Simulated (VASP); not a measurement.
**Run report: Cr, geometry relaxation (part 1 of 4)**

Cr (P6₃/mmc, 2 atoms in the cell), computed with Kohn-Sham DFT of a periodic cell, PBE, VASP PAW PBE potentials, recommended, spin-polarised (VASP 6.6.1).

The structure derives from an entry of the Crystallography Open Database.

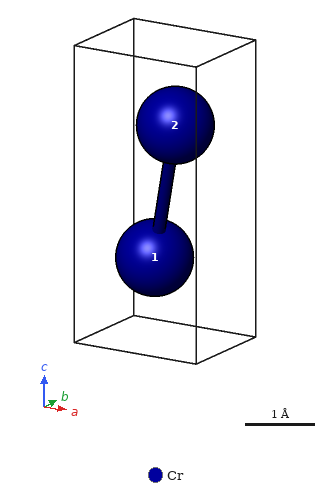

*The starting structure (ball-and-stick view of the cell of the calculation, seen slightly off an axis; atoms are numbered from 1 in the order of the input).*

## Results in brief

```tsv
quantity	value
outcome	converged
space group (tolerance 0.01 Å)	P6₃/mmc (194)
electrons treated	24
free energy	−18.2340 eV
Fermi energy	10.412 eV
gap on the k-point mesh	none (metallic)
net moment of the cell	0.00 μB
pressure	0.00 GPa
final volume	23.78 Å³
largest force (length of the vector) at the end	under 0.001 eV/Å
final cell	a = 2.483 Å, b = 2.483 Å, c = 4.456 Å, α = 90.00°, β = 90.00°, γ = 120.00°
hardware	1 thread of AMD EPYC (Zen 3), 360 GiB of memory available, shared host
wall time	43 min
peak memory	0.26 GiB
```

## Notes

The volume changed by more than 5 % on the plane waves of the start, so the result carries a basis error; a second relaxation from the end is advised.

## INCAR
```
SYSTEM = Cr
ALGO = Normal
EDIFF = 1E-6
EDIFFG = -0.01
ENCUT = 520
GGA = PE
IBRION = 2
ISIF = 3
ISMEAR = 0
ISPIN = 2
LASPH = .TRUE.
LCHARG = .FALSE.
LMAXMIX = 4
LORBIT = 11
LREAL = .FALSE.
LWAVE = .FALSE.
MAGMOM = 3 3
NELM = 120
NSW = 90
PREC = Accurate
SIGMA = 0.1
```

## KPOINTS
```
k-points
0
G
  18 18 10
  0 0 0
```

## POSCAR
```
Cr
1.0
    2.7140000000      0.0000000000      0.0000000000
   -1.3570000000      2.3503929500      0.0000000000
    0.0000000000      0.0000000000      4.4100000000
Cr
2
Direct
    0.3333333300      0.6666666700      0.2500000000
    0.6666666700      0.3333333300      0.7500000000
```

Launch command:
```bash
cat potpaw_PBE.64/Cr_pv/POTCAR > POTCAR
mpirun -np 1 vasp_std > vasp.out
```

## OSZICAR
```
N       E                     dE             d eps       ncg     rms          rms(c)
DAV:   1     0.241853718002E+03    0.24185E+03   -0.14221E+04 16904   0.151E+03
DAV:   2    -0.116535569415E+02   -0.25351E+03   -0.24830E+03 17072   0.433E+02
DAV:   3    -0.196124000189E+02   -0.79588E+01   -0.77793E+01 17800   0.911E+01
DAV:   4    -0.197191677792E+02   -0.10677E+00   -0.10669E+00 20836   0.983E+00
DAV:   5    -0.197216949488E+02   -0.25272E-02   -0.25238E-02 19410   0.149E+00    0.183E+01
DAV:   6    -0.175010593184E+02    0.22206E+01   -0.14885E+01 17583   0.420E+01    0.513E+00
DAV:   7    -0.177021336285E+02   -0.20107E+00   -0.64928E-01 18603   0.736E+00    0.278E+00
DAV:   8    -0.177179267014E+02   -0.15793E-01   -0.37085E-02 19494   0.150E+00    0.978E-01
DAV:   9    -0.177155888254E+02    0.23379E-02   -0.11086E-02 19779   0.858E-01    0.322E-01
DAV:  10    -0.177167519919E+02   -0.11632E-02   -0.37979E-03 18188   0.427E-01    0.173E-01
DAV:  11    -0.177169522833E+02   -0.20029E-03   -0.34837E-04 22017   0.149E-01    0.881E-02
DAV:  12    -0.177170279931E+02   -0.75710E-04   -0.68362E-05 18979   0.729E-02    0.360E-02
DAV:  13    -0.177170364168E+02   -0.84237E-05   -0.14861E-05 20061   0.339E-02    0.181E-02
DAV:  14    -0.177170392546E+02   -0.28378E-05   -0.39772E-06 18269   0.160E-02    0.105E-02
DAV:  15    -0.177170424489E+02   -0.31942E-05   -0.31162E-06 14343   0.126E-02    0.404E-03
DAV:  16    -0.177170431457E+02   -0.69686E-06   -0.56344E-07 10632   0.523E-03
   1 F= -.17717043E+02 E0= -.17706788E+02  d E =-.177170E+02  mag=     1.8697
       N       E                     dE             d eps       ncg     rms          rms(c)
DAV:   1    -0.571534359388E+02   -0.39436E+02   -0.72674E+02 18051   0.311E+02    0.779E+01
DAV:   2    -0.190280722771E+02    0.38125E+02   -0.12820E+02 17452   0.151E+02    0.201E+01
DAV:   3    -0.179967340974E+02    0.10313E+01   -0.57340E+00 18824   0.231E+01    0.149E+01
DAV:   4    -0.176161832768E+02    0.38055E+00   -0.64658E-01 17530   0.869E+00    0.613E+00
DAV:   5    -0.175962889416E+02    0.19894E-01   -0.60111E-02 21019   0.232E+00    0.130E+00
DAV:   6    -0.175979662314E+02   -0.16773E-02   -0.19244E-02 18885   0.113E+00    0.351E-01
DAV:   7    -0.175977149761E+02    0.25126E-03   -0.14409E-03 21169   0.338E-01    0.136E-01
DAV:   8    -0.175976639538E+02    0.51022E-04   -0.18112E-04 18449   0.142E-01    0.483E-02
DAV:   9    -0.175976549560E+02    0.89978E-05   -0.18523E-05 22673   0.460E-02    0.218E-02
DAV:  10    -0.175976521125E+02    0.28435E-05   -0.24414E-06 15321   0.156E-02    0.761E-03
DAV:  11    -0.175976516107E+02    0.50187E-06   -0.17603E-07  9999   0.480E-03
   2 F= -.17597652E+02 E0= -.17587940E+02  d E =0.119392E+00  mag=    -0.0003
       N       E                     dE             d eps       ncg     rms          rms(c)
DAV:   1    -0.294645378037E+02   -0.11867E+02   -0.24317E+02 16947   0.222E+02    0.255E+01
DAV:   2    -0.185041179279E+02    0.10960E+02   -0.61701E+01 16908   0.783E+01    0.487E+00
DAV:   3    -0.182178564796E+02    0.28626E+00   -0.94844E-01 17307   0.106E+01    0.383E+00
DAV:   4    -0.181425715245E+02    0.75285E-01   -0.11480E-01 18063   0.364E+00    0.810E-01
DAV:   5    -0.181447211159E+02   -0.21496E-02   -0.75082E-03 21134   0.757E-01    0.313E-01
DAV:   6    -0.181445091813E+02    0.21193E-03   -0.31376E-04 19815   0.142E-01    0.169E-01
DAV:   7    -0.181444995774E+02    0.96039E-05   -0.28141E-05 20311   0.445E-02    0.139E-02
DAV:   8    -0.181444958754E+02    0.37019E-05   -0.17292E-05 18221   0.440E-02    0.451E-03
DAV:   9    -0.181444954907E+02    0.38477E-06   -0.11186E-06 10865   0.112E-02
   3 F= -.18144495E+02 E0= -.18132296E+02  d E =-.427452E+00  mag=     0.0034
       N       E                     dE             d eps       ncg     rms          rms(c)
DAV:   1    -0.181521671974E+02   -0.76713E-02   -0.13958E-01 17139   0.491E+00    0.704E-01
DAV:   2    -0.181451934029E+02    0.69738E-02   -0.41251E-02 17091   0.213E+00    0.132E-01
DAV:   3    -0.181450131634E+02    0.18024E-03   -0.62182E-04 18101   0.308E-01    0.685E-02
DAV:   4    -0.181449558557E+02    0.57308E-04   -0.96769E-05 17687   0.108E-01    0.111E-02
DAV:   5    -0.181449538095E+02    0.20461E-05   -0.88678E-06 19501   0.332E-02    0.571E-03
DAV:   6    -0.181449529913E+02    0.81817E-06   -0.70309E-07 10104   0.975E-03
   4 F= -.18144953E+02 E0= -.18132812E+02  d E =-.427910E+00  mag=     0.0026
       N       E                     dE             d eps       ncg     rms          rms(c)
DAV:   1    -0.186661663148E+02   -0.52121E+00   -0.13519E+01 16986   0.320E+01    0.510E+00
DAV:   2    -0.182698727376E+02    0.39629E+00   -0.74257E-01 17455   0.856E+00    0.186E+00
DAV:   3    -0.182071275309E+02    0.62745E-01   -0.14186E-01 21992   0.237E+00    0.516E-01
DAV:   4    -0.182059910452E+02    0.11365E-02   -0.60534E-03 19108   0.942E-01    0.291E-01
DAV:   5    -0.182057438455E+02    0.24720E-03   -0.99925E-04 24237   0.373E-01    0.750E-02
DAV:   6    -0.182057606167E+02   -0.16771E-04   -0.41613E-05 20708   0.647E-02    0.317E-02
DAV:   7    -0.182057521858E+02    0.84310E-05   -0.41574E-06 21143   0.206E-02    0.789E-03
DAV:   8    -0.182057505017E+02    0.16840E-05   -0.13788E-06 11545   0.157E-02    0.206E-03
DAV:   9    -0.182057505062E+02   -0.44097E-08   -0.11535E-07 10167   0.327E-03
   5 F= -.18205751E+02 E0= -.18196986E+02  d E =-.607975E-01  mag=     0.0000
       N       E                     dE             d eps       ncg     rms          rms(c)
DAV:   1    -0.220250746338E+02   -0.38193E+01   -0.11611E+02 17286   0.937E+01    0.142E+01
DAV:   2    -0.187792617921E+02    0.32458E+01   -0.50992E+00 17400   0.213E+01    0.606E+00
DAV:   3    -0.180248250000E+02    0.75444E+00   -0.20945E+00 21801   0.844E+00    0.219E+00
DAV:   4    -0.180221100411E+02    0.27150E-02   -0.99646E-02 18305   0.359E+00    0.107E+00
DAV:   5    -0.180184012878E+02    0.37088E-02   -0.98243E-03 20559   0.784E-01    0.330E-01
DAV:   6    -0.180185872019E+02   -0.18591E-03   -0.18485E-03 22814   0.278E-01    0.161E-01
DAV:   7    -0.180185002221E+02    0.86980E-04   -0.11625E-04 17988   0.937E-02    0.915E-02
DAV:   8    -0.180184874604E+02    0.12762E-04   -0.23886E-05 19182   0.430E-02    0.105E-02
DAV:   9    -0.180184873490E+02    0.11140E-06   -0.25924E-06 18378   0.163E-02
   6 F= -.18018487E+02 E0= -.18012813E+02  d E =0.126466E+00  mag=    -0.0000
       N       E                     dE             d eps       ncg     rms          rms(c)
DAV:   1    -0.210126383291E+02   -0.29942E+01   -0.80240E+01 17004   0.864E+01    0.157E+01
DAV:   2    -0.185190330328E+02    0.24936E+01   -0.89522E+00 17573   0.283E+01    0.439E+00
DAV:   3    -0.182557448114E+02    0.26329E+00   -0.49487E-01 22004   0.556E+00    0.263E+00
DAV:   4    -0.182257567815E+02    0.29988E-01   -0.56612E-02 23277   0.176E+00    0.132E+00
DAV:   5    -0.182233683862E+02    0.23884E-02   -0.73030E-03 20810   0.910E-01    0.353E-01
DAV:   6    -0.182235722038E+02   -0.20382E-03   -0.48158E-04 23623   0.200E-01    0.140E-01
DAV:   7    -0.182236373832E+02   -0.65179E-04   -0.38303E-05 20071   0.711E-02    0.419E-02
DAV:   8    -0.182236186779E+02    0.18705E-04   -0.17427E-05 20753   0.579E-02    0.100E-02
DAV:   9    -0.182236184415E+02    0.23638E-06   -0.51838E-07 10778   0.764E-03
   7 F= -.18223618E+02 E0= -.18216194E+02  d E =-.786655E-01  mag=    -0.0000
       N       E                     dE             d eps       ncg     rms          rms(c)
DAV:   1    -0.182547773785E+02   -0.31159E-01   -0.85517E-01 16944   0.836E+00    0.128E+00
DAV:   2    -0.182291236327E+02    0.25654E-01   -0.53244E-02 17217   0.249E+00    0.467E-01
DAV:   3    -0.182249308736E+02    0.41928E-02   -0.96198E-03 21808   0.638E-01    0.120E-01
DAV:   4    -0.182248679493E+02    0.62924E-04   -0.44763E-04 19168   0.241E-01    0.732E-02
DAV:   5    -0.182248497033E+02    0.18246E-04   -0.74957E-05 23657   0.103E-01    0.165E-02
DAV:   6    -0.182248501343E+02   -0.43102E-06   -0.31221E-06 17481   0.173E-02
   8 F= -.18224850E+02 E0= -.18217891E+02  d E =-.798971E-01  mag=    -0.0000
       N       E                     dE             d eps       ncg     rms          rms(c)
DAV:   1    -0.196596414794E+02   -0.14348E+01   -0.29404E+01 16956   0.678E+01    0.927E+00
DAV:   2    -0.182806108732E+02    0.13790E+01   -0.76982E+00 17022   0.298E+01    0.180E+00
DAV:   3    -0.182227106160E+02    0.57900E-01   -0.17567E-01 17804   0.478E+00    0.935E-01
DAV:   4    -0.182095173835E+02    0.13193E-01   -0.25187E-02 22997   0.126E+00    0.370E-01
DAV:   5    -0.182091554165E+02    0.36197E-03   -0.29832E-03 18923   0.561E-01    0.117E-01
DAV:   6    -0.182091715029E+02   -0.16086E-04   -0.46347E-04 19118   0.253E-01    0.406E-02
DAV:   7    -0.182091655410E+02    0.59618E-05   -0.14271E-05 24422   0.342E-02    0.264E-02
DAV:   8    -0.182091636026E+02    0.19384E-05   -0.27631E-06 16818   0.186E-02    0.350E-03
DAV:   9    -0.182091637619E+02   -0.15928E-06   -0.73126E-07 10431   0.788E-03
   9 F= -.18209164E+02 E0= -.18202241E+02  d E =0.156864E-01  mag=     0.0000
       N       E                     dE             d eps       ncg     rms          rms(c)
DAV:   1    -0.187778812937E+02   -0.56872E+00   -0.10878E+01 16944   0.396E+01    0.613E+00
DAV:   2    -0.182583143915E+02    0.51957E+00   -0.26889E+00 17052   0.182E+01    0.142E+00
DAV:   3    -0.182388455225E+02    0.19469E-01   -0.50977E-02 18034   0.261E+00    0.708E-01
DAV:   4    -0.182333812582E+02    0.54643E-02   -0.10848E-02 23682   0.807E-01    0.226E-01
DAV:   5    -0.182332593484E+02    0.12191E-03   -0.12973E-03 18720   0.399E-01    0.598E-02
DAV:   6    -0.182332308213E+02    0.28527E-04   -0.20062E-04 19606   0.161E-01    0.240E-02
DAV:   7    -0.182332267236E+02    0.40978E-05   -0.69022E-06 20785   0.239E-02    0.129E-02
DAV:   8    -0.182332249144E+02    0.18092E-05   -0.66812E-07 10836   0.891E-03    0.222E-03
DAV:   9    -0.182332249218E+02   -0.74428E-08   -0.13463E-07 10110   0.365E-03
  10 F= -.18233225E+02 E0= -.18226310E+02  d E =-.837479E-02  mag=     0.0000
       N       E                     dE             d eps       ncg     rms          rms(c)
DAV:   1    -0.182333035551E+02   -0.78641E-04   -0.15426E-03 16992   0.481E-01    0.701E-02
DAV:   2    -0.182332320775E+02    0.71478E-04   -0.37263E-04 17322   0.214E-01    0.150E-02
DAV:   3    -0.182332293808E+02    0.26967E-05   -0.67727E-06 18545   0.299E-02    0.746E-03
DAV:   4    -0.182332284956E+02    0.88514E-06   -0.12055E-06 10833   0.955E-03
  11 F= -.18233228E+02 E0= -.18226314E+02  d E =-.837836E-02  mag=     0.0000
       N       E                     dE             d eps       ncg     rms          rms(c)
DAV:   1    -0.182562580835E+02   -0.23029E-01   -0.60347E-01 17019   0.765E+00    0.114E+00
DAV:   2    -0.182364256775E+02    0.19832E-01   -0.60120E-02 17328   0.270E+00    0.361E-01
DAV:   3    -0.182340045442E+02    0.24211E-02   -0.44924E-03 21751   0.494E-01    0.119E-01
DAV:   4    -0.182338412909E+02    0.16325E-03   -0.47199E-04 23518   0.165E-01    0.635E-02
DAV:   5    -0.182338365638E+02    0.47272E-05   -0.57713E-05 19002   0.101E-01    0.104E-02
DAV:   6    -0.182338369848E+02   -0.42106E-06   -0.35805E-06 21072   0.187E-02
  12 F= -.18233837E+02 E0= -.18226671E+02  d E =-.608489E-03  mag=    -0.0000
       N       E                     dE             d eps       ncg     rms          rms(c)
DAV:   1    -0.182362342138E+02   -0.23977E-02   -0.59995E-02 17061   0.239E+00    0.358E-01
DAV:   2    -0.182342745659E+02    0.19596E-02   -0.57695E-03 17358   0.843E-01    0.117E-01
DAV:   3    -0.182340194959E+02    0.25507E-03   -0.46481E-04 21633   0.156E-01    0.367E-02
DAV:   4    -0.182340011850E+02    0.18311E-04   -0.48188E-05 23389   0.529E-02    0.194E-02
DAV:   5    -0.182339980285E+02    0.31565E-05   -0.59634E-06 18838   0.324E-02    0.293E-03
DAV:   6    -0.182339978234E+02    0.20517E-06   -0.33990E-07 10470   0.709E-03
  13 F= -.18233998E+02 E0= -.18226922E+02  d E =-.769328E-03  mag=     0.0000
```

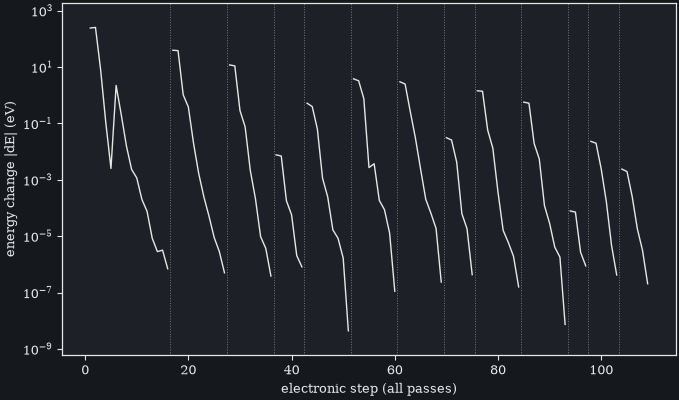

*Convergence of the self-consistent field: energy change |dE| against the electronic step. Each stretch between dotted lines is the SCF of one geometry step of a relaxation.*

The 13 ionic steps take 4 to 16 electronic steps each. The density is held fixed in the first few steps, and dE rises again when its update begins.

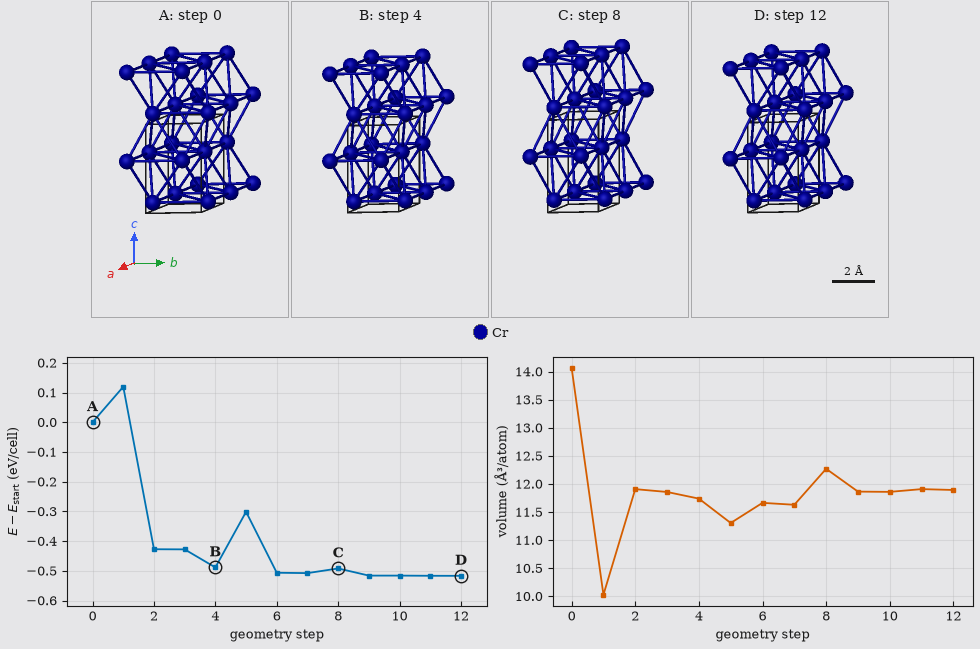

*Frames of the relaxation (ball-and-stick view of the cell of the calculation, repeated 3 × 2 × 2, seen slightly off an axis) above the curves, on which the letters mark them (steps are counted from 0).*

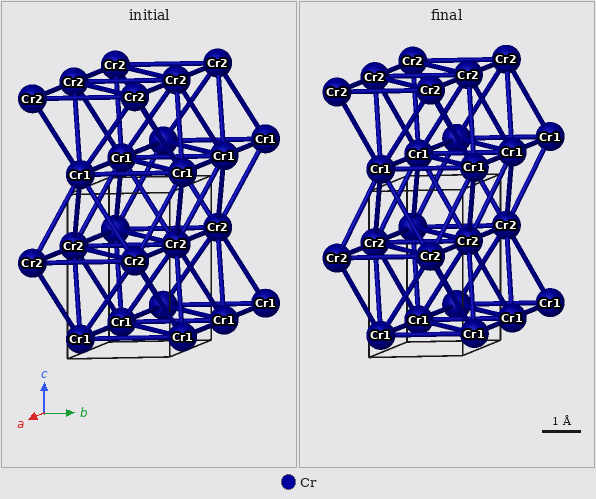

*Before (left) and after (right) the relaxation, at one scale (ball-and-stick view of the cell of the calculation, repeated 3 × 2 × 2, seen slightly off an axis).*

No atom moves by more than 0.005 Å relative to the cell. The drawn cell changes as follows: a = b 2.714 → 2.483 Å (−8.5 %), c 4.410 → 4.456 Å (+1.0 %); the volume changes by −15.5 %. Distances before and after: Cr1–Cr1 2.714 → 2.483 Å, Cr1–Cr2 2.705 → 2.649 Å. The space group stays P6_3/mmc (No. 194). The energy falls by 0.517 eV per cell of the calculation in 12 geometry steps. All forces vanish by symmetry, so only the cell relaxes. (Atoms are counted from 1 in the order of the input.)

## Parts of OUTCAR
```
SYSTEM = Cr
   EDIFF = 1E-6
   EDIFFG = -0.01
   ENCUT = 520
   GGA = PE
   IBRION = 2
   ISIF = 3
   ISMEAR = 0
   ISPIN = 2
   LASPH = .TRUE.
   LORBIT = 11
   LREAL = .FALSE.
   NELM = 120
   NSW = 90
   PREC = Accurate

 ion  position               nearest neighbor table
   1  0.333  0.667  0.250-   2 2.71   2 2.71   2 2.71   2 2.71   2 2.71   2 2.71
   2  0.667  0.333  0.750-   1 2.71   1 2.71   1 2.71   1 2.71   1 2.71   1 2.71

  LATTYP: Found a hexagonal cell.
 ALAT       =     2.7140000000
 C/A-ratio  =     1.6249078850

  Lattice vectors:

 A1 = (   2.7140000000,   0.0000000000,   0.0000000000)
 A2 = (  -1.3570000000,   2.3503929500,   0.0000000000)
 A3 = (   0.0000000000,   0.0000000000,   4.4100000000)

Analysis of symmetry for initial positions (statically):
=====================================================================
 Subroutine PRICEL returns:
 Original cell was already a primitive cell.

 Routine SETGRP: Setting up the symmetry group for a
 hexagonal supercell.

 Subroutine GETGRP returns: Found 24 space group operations
 (whereof 12 operations were pure point group operations)
 out of a pool of 24 trial point group operations.

The static configuration has the point symmetry D_3d.
 The point group associated with its full space group is D_6h.

Analysis of symmetry for dynamics (positions and initial velocities):
=====================================================================
 Subroutine PRICEL returns:
 Original cell was already a primitive cell.

 Routine SETGRP: Setting up the symmetry group for a
 hexagonal supercell.

 Subroutine GETGRP returns: Found 24 space group operations
 (whereof 12 operations were pure point group operations)
 out of a pool of 24 trial point group operations.

The dynamic configuration has the point symmetry D_3d.
 The point group associated with its full space group is D_6h.

Analysis of structural, dynamic, and magnetic symmetry:
=====================================================================
 Subroutine PRICEL returns:
 Original cell was already a primitive cell.

 Routine SETGRP: Setting up the symmetry group for a
 hexagonal supercell.

 Subroutine GETGRP returns: Found 24 space group operations
 (whereof 12 operations were pure point group operations)
 out of a pool of 24 trial point group operations.

The overall configuration has the point symmetry D_3d.
 The point group associated with its full space group is D_6h.

 Subroutine INISYM returns: Found 24 space group operations
 (whereof 12 operations are pure point group operations),
 and found     1 'primitive' translations

----------------------------------------------------------------------------------------

                                     Primitive cell

  volume of cell :      28.1312

  direct lattice vectors                    reciprocal lattice vectors
     2.714000000  0.000000000  0.000000000     0.368459838  0.212730386  0.000000000
    -1.357000000  2.350392950  0.000000000     0.000000000  0.425460772  0.000000000
     0.000000000  0.000000000  4.410000000     0.000000000  0.000000000  0.226757370

  length of vectors
     2.714000000  2.714000004  4.410000000     0.425460773  0.425460772  0.226757370

  position of ions in fractional coordinates (direct lattice)
     0.333333330  0.666666670  0.250000000
     0.666666670  0.333333330  0.750000000

  ion indices of the primitive-cell ions
   primitive index   ion index
                 1           1
                 2           2

----------------------------------------------------------------------------------------

 KPOINTS: k-points

Automatic generation of k-mesh.
 Grid dimensions read from file:
 generate k-points for:   18   18   10

 Generating k-lattice:
```
